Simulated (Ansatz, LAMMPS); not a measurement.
# Glassy 57SiO2-27Al2O3-16BaO (mol %) (149 atoms) in motion

How do the atoms of glassy 57SiO2-27Al2O3-16BaO (mol %) (149 atoms) move, and what local order do they keep?

Calculated with Ansatz 0.2.0; Kohn-Sham DFT, PBE, PAW (set soft_2), plane waves.

## Step 1: The structure

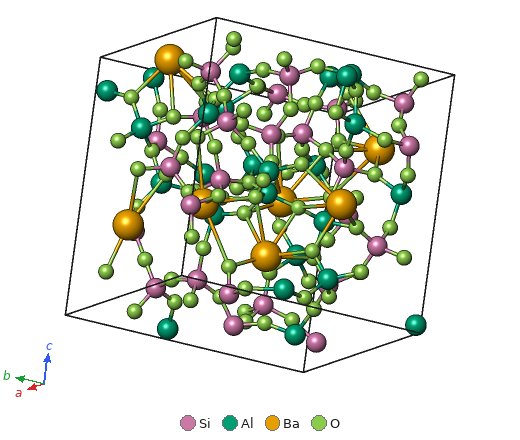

Start, viewed from a free direction; silicon pink, aluminium teal, barium orange, oxygen green. Bonds to atoms that aren't drawn are left out. Some periodic images of atoms are drawn too.

The cell holds 149 atoms: 25 Si, 24 Al, 7 Ba and 93 O. Cell: a = 13.216 Å, b = 13.216 Å, c = 13.216 Å, α = 90.0°, β = 90.0°, γ = 90.0°. 149 atoms (25 Si, 24 Al, 7 Ba, 93 O) placed at random at 2.73 g/cm³, melted at 4000 K for 10 ps at fixed volume with the Morse and Coulomb pair potential with partial charges (Pedone, Malavasi, Menziani, Cormack and Segre, J. Phys. Chem. B 110, 11780 (2006)). Quenched from 4000 K to 300 K at 25 K/ps and fixed volume, held 5 ps.

Limits known from the start: The quench rate of 25 K/ps is many orders above laboratory rates, so the cell is likely richer in defects and strain than a real sample. The network of bonds at the start is that of the classical potential that made the cell, and needn't be the one that DFT or experiment would give. Sampling is at Γ alone, for a cell whose shortest periodic width is 13 Å. The levels lack spin–orbit coupling, which is large for the heavy elements here.

## Step 2: Dynamics started at 300 K

A Nosé–Hoover thermostat steers the temperature while disturbing the dynamics little. The time step is 1.0 fs.

Contents of input.yaml:

```yaml
crystal:
  lattice:
    - [13.2156, 0.0, 0.0]
    - [0.0, 13.2156, 0.0]
    - [0.0, 0.0, 13.2156]
  atoms:
    - { symbol: Si, position: [0.35613, 0.5514, 0.70043] }
    - { symbol: Si, position: [0.62987, 0.47602, 0.01892] }
    - { symbol: Si, position: [0.81737, 0.34078, 0.97554] }
    - { symbol: Si, position: [0.18547, 0.71311, 0.02024] }
    [... 139 atom lines left out ...]
    - { symbol: O, position: [0.87135, 0.77812, 0.04384] }
    - { symbol: O, position: [0.01091, 0.91263, 0.93796] }
    - { symbol: O, position: [0.84465, 0.80801, 0.65619] }
    - { symbol: O, position: [0.13669, 0.13679, 0.79466] }
    - { symbol: O, position: [0.96355, 0.05167, 0.75748] }
    - { symbol: O, position: [0.07086, 0.54064, 0.54502] }
kpoints:
  mp_grid: { grid: [1, 1, 1] }
hamiltonian:
  xc: pbe
scf:
  occupations: { method: fixed }
output:
  forces: true
md:
  timestep: 1.0
  n_steps: 75
  ensemble: nvt_nose_hoover
  temperature: 300
  initial_velocities: maxwell_boltzmann
  seed: 3078
```

Command:

```
ansatz run input.yaml --threads 4 --pin off --max-ram 8192MiB --backend cpu --events-out ev --progress --plain --runs-dir out
```

It took 27 min on 4 threads of Arm Neoverse V2, shared host; peak memory 3.4 GiB.

The program notes that it switched symmetry off.

The trajectory, sampled:

```csv
time (fs),T (K),potential (meV/atom),conserved (meV/atom)
0.0,300,0.0,0.00
5.0,437,-17.7,-0.12
10.0,502,-26.2,-0.11
15.0,473,-22.8,-0.07
20.0,454,-20.9,-0.09
25.0,399,-14.4,-0.07
30.0,354,-9.3,-0.05
35.0,379,-13.0,-0.07
40.0,412,-18.1,-0.09
45.0,421,-20.0,-0.07
50.0,443,-23.7,-0.08
55.0,460,-26.8,-0.10
60.0,439,-25.0,-0.10
65.0,398,-20.7,-0.07
70.0,394,-20.9,-0.09
75.0,406,-23.2,-0.08
```

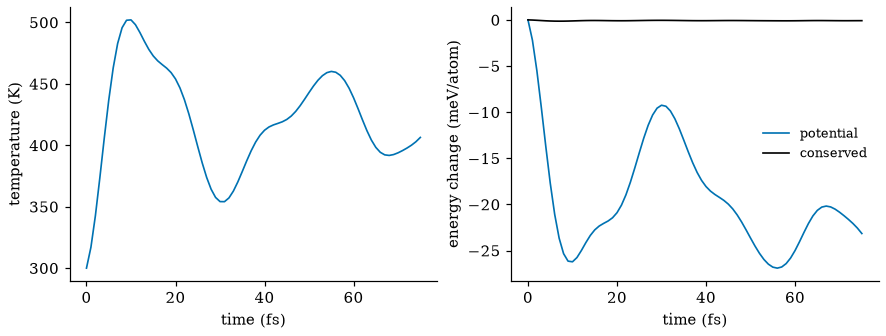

Temperature and energies against time.

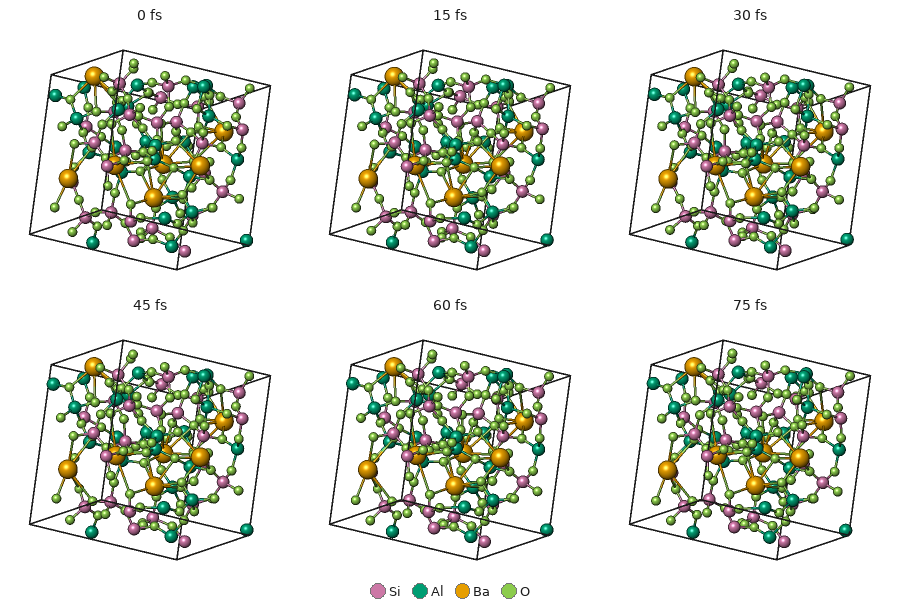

6 frames of the run. Bonds to atoms that aren't drawn are left out.

Mean square displacement from the first frame to the last: Si 0.035 Å², Al 0.033 Å², Ba 0.026 Å², O 0.059 Å².

Mean square displacement against time lag:

```csv
time lag (fs),Al (Å²),Ba (Å²),O (Å²),Si (Å²)
1.0,3.3e-5,5.5e-6,6.9e-5,3.8e-5
5.0,8.2e-4,1.4e-4,0.00170,9.3e-4
10.0,0.00309,5.5e-4,0.00636,0.00340
14.0,0.00558,0.00108,0.0115,0.00597
19.0,0.00898,0.00198,0.0185,0.00930
24.0,0.0121,0.00315,0.0251,0.0123
28.0,0.0142,0.00427,0.0299,0.0143
33.0,0.0163,0.00588,0.0350,0.0164
38.0,0.0178,0.00772,0.0393,0.0182
```

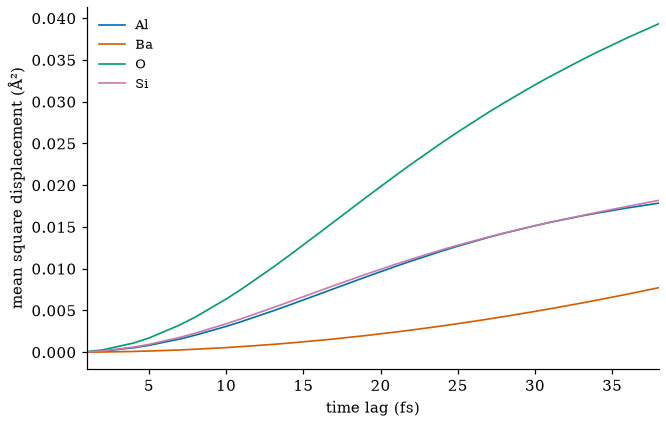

Mean square displacement, plotted against time lag.

Over the second half of 75 fs the temperature averages 422 K with swings of 23 K r.m.s. The conserved energy stays within 0.14 meV/atom. From first frame to last O has the largest mean square displacement, 0.059 Å² at the end; the farthest move is 0.62 Å. The mean temperature of 422 K lies well off the 300 K of the input, so the thermostat hasn't yet brought the run to equilibrium. The run spans 0.07 ps, too short for its means to be equilibrium values.

## Step 3: Distances and neighbours late in the run

The g(r) is a mean over the second half; what follows it is taken at the last frame.

Density 2.73 g/cm³, 15.49 Å³ an atom.

Mean of 14 frames. g(r), total and by pair (bins of 0.2 Å):

```csv
r (Å),total,O-O,O-Si,O-Al,O-Ba,Si-Si,Si-Al
1.50,0.54,0.00,2.58,0.00,0.00,0.00,0.00
1.70,3.89,0.00,11.90,6.94,0.00,0.00,0.00
1.90,1.04,0.00,0.12,5.07,0.00,0.00,0.00
2.10,0.06,0.00,0.00,0.32,0.00,0.00,0.00
2.30,0.00,0.00,0.00,0.00,0.00,0.00,0.00
2.50,0.60,1.36,0.00,0.00,1.06,0.00,0.00
2.70,1.66,3.73,0.00,0.14,2.33,0.00,0.04
2.90,1.23,2.30,0.04,0.12,2.47,0.73,1.96
3.10,1.16,1.25,0.21,0.56,1.35,4.09,4.41
3.30,0.94,0.62,0.66,0.93,1.25,1.81,2.77
3.50,0.87,0.57,1.02,1.16,0.84,0.00,0.44
3.70,0.90,0.61,1.48,1.04,0.50,0.00,0.12
3.90,0.96,0.66,1.35,1.25,0.66,0.75,0.66
4.10,1.15,0.58,2.00,1.84,0.37,0.86,0.68
4.30,1.25,0.74,1.71,1.98,1.17,0.71,1.12
4.50,1.04,0.91,1.24,1.23,0.74,1.22,1.00
4.70,0.92,1.06,0.74,0.78,1.29,0.99,1.17
4.90,0.96,1.29,0.62,0.65,1.24,0.86,1.02
5.10,1.08,1.52,0.63,0.63,1.60,0.85,1.11
5.30,1.02,1.34,0.60,0.71,1.29,0.99,1.41
5.50,1.04,1.22,0.88,0.79,0.71,1.44,1.48
5.70,0.97,0.97,0.97,0.93,0.71,1.43,1.17
5.90,0.92,0.80,0.99,1.10,0.57,1.44,0.94
6.10,0.93,0.78,1.14,1.19,0.55,0.64,0.62
6.30,0.88,0.71,1.17,1.10,0.74,0.67,0.58
6.50,1.01,0.85,1.28,1.14,1.02,0.62,0.75
```

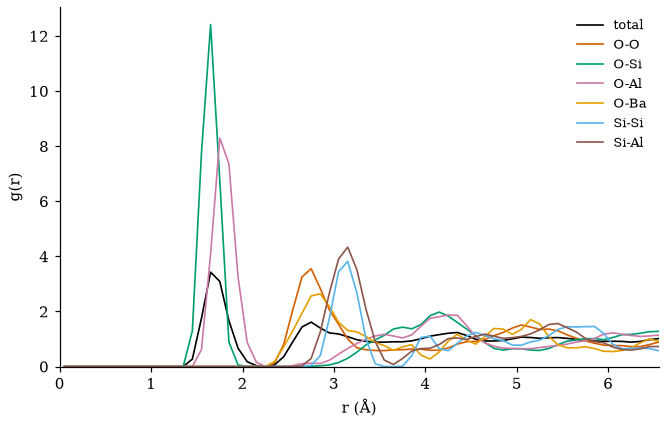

Pair distribution functions, lightly smoothed.

Bonds by pair of elements; cutoffs follow the first minimum of g(r), held within bounds set by covalent radii, and pairs that aren't listed don't count as bonded:

```csv
pair A-B,cutoff (Å),bonds,mean length (Å),spread (Å),shortest (Å),B about A,A about B
O-Si,2.16,100,1.65,0.057,1.53,1.07,4
O-Al,2.38,97,1.79,0.088,1.64,1.04,4.04
O-Ba,3.68,59,3.02,0.301,2.44,0.634,8.43
```

The cutoff for O-Ba falls short of the minimum of g(r), so counts run low and odd coordinations can be artefacts.

How many atoms have how many bonded neighbours:

```csv
element,mean,2,3,4,5,8,9
Al,4.04,0,0,23,1,0,0
Ba,8.43,0,0,0,0,4,3
O,2.75,31,54,8,0,0,0
Si,4,0,0,25,0,0,0
```

Bond angles, per cent of each kind in bins of 5°:

```csv
angle (°),O-Si-O,O-Al-O,Al-O-Si,Ba-O-Si
75–80,0.0,0.7,0.0,1.7
80–85,0.0,2.0,0.0,3.5
85–90,0.0,4.0,0.0,13.8
90–95,2.0,5.4,0.0,6.9
95–100,4.7,11.5,0.0,20.7
100–105,20.7,14.2,1.6,15.5
105–110,29.3,11.5,3.2,13.8
110–115,24.7,16.9,1.6,12.1
115–120,12.0,20.3,9.7,0.0
120–125,6.0,6.8,14.5,1.7
125–130,0.7,3.4,11.3,5.2
130–135,0.0,1.4,12.9,0.0
135–140,0.0,0.7,8.1,1.7
140–145,0.0,0.0,6.5,0.0
145–150,0.0,0.0,6.5,3.5
150–155,0.0,0.7,9.7,0.0
155–160,0.0,0.0,8.1,0.0
160–165,0.0,0.7,3.2,0.0
165–170,0.0,0.0,3.2,0.0
```

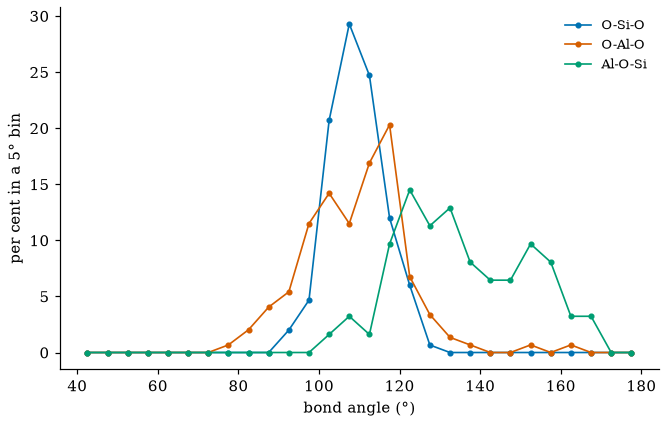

Distributions of the most common bond angles.

Bond angles (no mean is given where the spread exceeds 20°):

```csv
angle,count,mean (°),spread (°)
O-Si-O,150,109,6.7
O-Al-O,148,109,12.7
Al-O-Si,62,136,15.6
Ba-O-Si,58,103,14.7
```

Oxygen atoms by the number of network formers (Si, P, Ge, B, Al, As, Ga) bound to them:

```csv
network formers bound to O,O atoms,per cent
0,0,0
1,3,3.2
2,76,81.7
3,14,15.1
```

Network units: each former by its oxygen neighbours and how many of them bridge to another former:

```csv
former,O neighbours,bridging O,atoms
Si,4,3,2
Si,4,4,23
Al,4,3,1
Al,4,4,22
Al,5,5,1
```

Bond length by coordination (bonds to H left out):

```csv
element,coordination,atoms,mean bond length (Å)
Al,4,23,1.78
Al,5,1,1.93
Ba,8,4,2.98
Ba,9,3,3.07
O,2,31,1.65
O,3,54,2.10
O,4,8,2.30
```

Rings of the network by King's shortest-path rule, up to 12 atoms, one path for each pair of neighbours; H, halogens, alkali and alkaline-earth atoms are left out, and the last column divides by all other atoms, bonded or not:

```csv
ring size (atoms),rings,per network atom
4,4,0.028
6,6,0.042
8,24,0.169
10,30,0.211
12,39,0.275
```

For some of the pairs, g(r) has its first main peak near 2.7 Å (O-O), 1.6 Å (O-Si), 1.8 Å (O-Al), 2.8 Å (O-Ba), 3.1 Å (Si-Si) and 3.2 Å (Si-Al). The O-Si-O angle averages 109° with a spread of 7°. 82 % of the oxygens bridge two formers (Si and Al) and 3 % are non-bridging; 15 % join three. The commonest Si unit has 4 oxygens, 4 of them shared with other formers (23 of 25 atoms). Rings of 12 atoms are the most common (38 % of those counted); sizes run from 4 to 12, where the search stops.

## Step 4: Single point at the last frame

The last frame is solved again with fuller output, to read the electronic structure of a thermally displaced geometry.

Contents of input.yaml:

```yaml
crystal:
  lattice:
    - [13.2156, 0.0, 0.0]
    - [0.0, 13.2156, 0.0]
    - [0.0, 0.0, 13.2156]
  atoms:
    - { symbol: Si, position: [0.35879, 0.55737, 0.70367] }
    - { symbol: Si, position: [0.63275, 0.47496, 0.04353] }
    - { symbol: Si, position: [0.80825, 0.34486, 0.00026] }
    - { symbol: Si, position: [0.18502, 0.72192, 0.01955] }
    [... 139 atom lines left out ...]
    - { symbol: O, position: [0.86647, 0.79171, 0.04931] }
    - { symbol: O, position: [0.01091, 0.92225, 0.93606] }
    - { symbol: O, position: [0.85637, 0.81901, 0.6512] }
    - { symbol: O, position: [0.14511, 0.1194, 0.79517] }
    - { symbol: O, position: [0.96623, 0.06761, 0.75932] }
    - { symbol: O, position: [0.05726, 0.53322, 0.53563] }
kpoints:
  mp_grid: { grid: [1, 1, 1] }
hamiltonian:
  xc: pbe
scf:
  occupations: { method: fixed }
output:
  forces: true
  stress: true
  populations: intrinsic
  dos:
    method: { smearing: { sigma: 0.1 } }
    de: 0.1
    projected: { site_lists: { Al: [Al], Ba: [Ba], O: [O], Si: [Si] } }
  eigenvalues: true
  write_density: true
  write_potential: true
  volumetric_format: npy
```

Wall time 71 s (4 threads); peak memory 3.4 GiB.

The program notes that the exchange-correlation potential is rough where the density is thin.

The run gave:

| Quantity | Value |
| --- | --- |
| free energy | -123397.2612 eV |
| free energy per atom | -828.1695 eV/atom |
| SCF cycles | 10 |
| pressure | -0.00095 GPa |
| r.m.s. force component | 0.9814 eV/Å |
| longest force | 4.507 eV/Å |
| Fermi energy | 2.899 eV |
| gap (highest filled to lowest empty level) | 3.774 eV |

Length of the force by element:

```csv
element,coordination,atoms,mean length of the force (eV/Å),spread,least,most
Al,all,24,1.72,0.676,0.787,3.31
Ba,all,7,0.529,0.164,0.280,0.815
O,all,93,1.32,0.712,0.130,4.51
Si,all,25,2.21,0.804,0.560,4.10
```

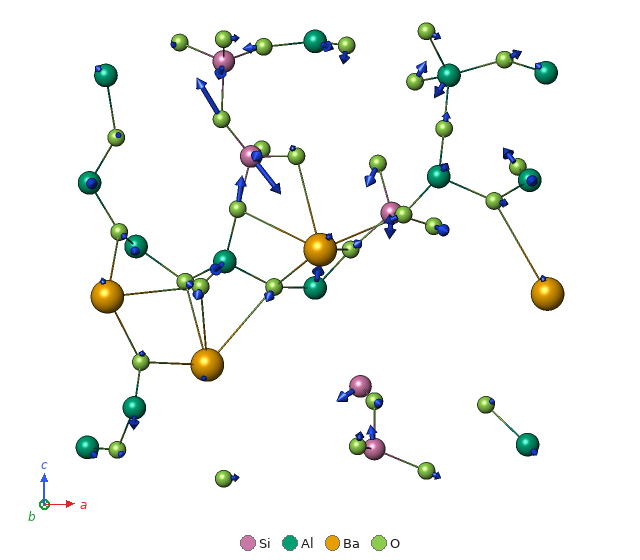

Forces as arrows; the longest in the cell is 4.51 eV/Å. Drawn is a slice 4 Å thick, seen along the normal of the ac plane. Bonds to atoms that aren't drawn are left out.

Intrinsic-atomic-orbital charges by element:

```csv
element,coordination,atoms,mean charge (e),spread,least,most
Al,all,24,1.33,0.0466,1.20,1.41
Ba,all,7,1.92,0.0219,1.90,1.95
O,all,93,-0.943,0.0715,-1.31,-0.84
Si,all,25,1.70,0.0303,1.63,1.74
```

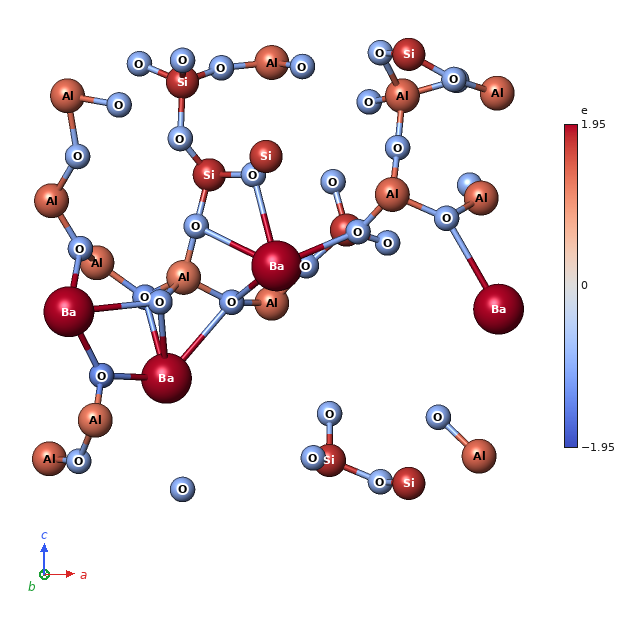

Atoms coloured by intrinsic-atomic-orbital charge. Drawn is a slice 4 Å thick, seen along the normal of the ac plane. Bonds to atoms that aren't drawn are left out.

States in the cell by windows of 1 eV, zero at the Fermi level; the larger projections on atomic orbitals stand beside the total:

```csv
from (eV),to (eV),total,O p,Si p,O s,Ba p
-18,-17,84.8,0.7,9.1,66.3,0.1
-17,-16,32.4,0.3,2.2,26.2,0.1
-16,-15,6.5,0.0,0.0,5.2,0.1
-15,-12,0.0,0.0,0.0,0.0,0.0
-12,-11,22.7,0.5,0.1,0.2,21.8
-11,-10,16.8,0.6,0.1,0.2,15.8
-10,-9,4.6,1.5,0.1,0.2,2.3
-9,-8,16.0,10.7,0.8,0.9,0.0
-8,-7,15.4,10.6,0.8,0.8,0.0
-7,-6,30.1,22.1,2.3,0.9,0.0
-6,-5,52.5,40.2,5.5,1.0,0.1
-5,-4,62.4,49.5,5.7,1.5,0.1
-4,-3,75.5,63.8,3.2,2.0,0.2
-3,-2,105.5,95.2,2.4,1.6,0.3
-2,-1,121.8,114.5,1.5,1.0,0.3
-1,0,74.7,71.2,0.6,0.4,0.2
0,1,2.1,2.0,0.0,0.0,0.0
1,3,0.0,0.0,0.0,0.0,0.0
3,4,2.0,0.0,0.0,0.4,0.0
4,5,5.9,0.5,0.2,0.7,0.0
```

With fixed occupations the program's Fermi level is the highest filled level; weight inside the gap is the broadening of levels at its edges.

Between -26 and -18 eV lie 71 more states.

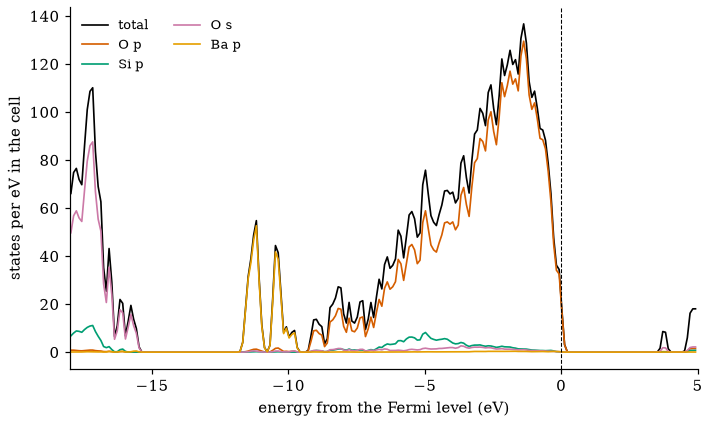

Total and projected density of states, with the broadening of the input.

The levels nearest the highest filled one (over half full), pooled over k-points and spins:

```csv
level less the highest filled one (eV),occupation
-0.262,2
-0.247,2
-0.154,2
-0.0924,2
-0.0789,2
0,2
3.77,0
4.71,0
4.81,0
4.93,0
5.04,0
5.13,0
```

Mean intrinsic-atomic-orbital charges: Al +1.33, Ba +1.92, O -0.94, Si +1.70 e.

## Step 5: Outcome

| Property | Result |
| --- | --- |
| mean temperature, second half | 422.1 K |
| temperature swing, second half | 22.56 K |
| slope of the conserved energy against time, by least squares | -0.0728 meV/atom/ps |
| free energy per atom | -828.1695 eV/atom |
| pressure | -0.00095 GPa |
| r.m.s. force component | 0.9814 eV/Å |
| gap (highest filled to lowest empty level) | 3.774 eV |
| wall time of the 2 DFT runs | 28 min |

Over the second half of 75 fs the temperature averages 422 K with swings of 23 K r.m.s. The conserved energy stays within 0.14 meV/atom. The mean temperature of 422 K lies well off the 300 K of the input, so the thermostat hasn't yet brought the run to equilibrium. The run spans 0.07 ps, too short for its means to be equilibrium values. 82 % of the oxygens bridge two formers (Si and Al) and 3 % are non-bridging; 15 % join three. Between filled and empty levels lie 3.77 eV (at Γ alone); a semilocal functional tends to put such gaps too low. In a disordered cell it changes from sample to sample, and tail or defect levels can set it.

**Limits.** The stress is far from hydrostatic: its diagonal is 1.4, 0.4, -1.8 GPa, compression counted positive. The pressure of a single frame lacks the kinetic term, about 0.38 GPa here.

[Logs are printed without paths, hosts, clocks, repeated set-up lines and the standing remarks that a program may print on its own settings, such as how far it seeks lower states.]

[Hosts, paths, dates, database ids (printed as entryN), source tags and the programs' standing remarks are cut or masked in the printed files.]
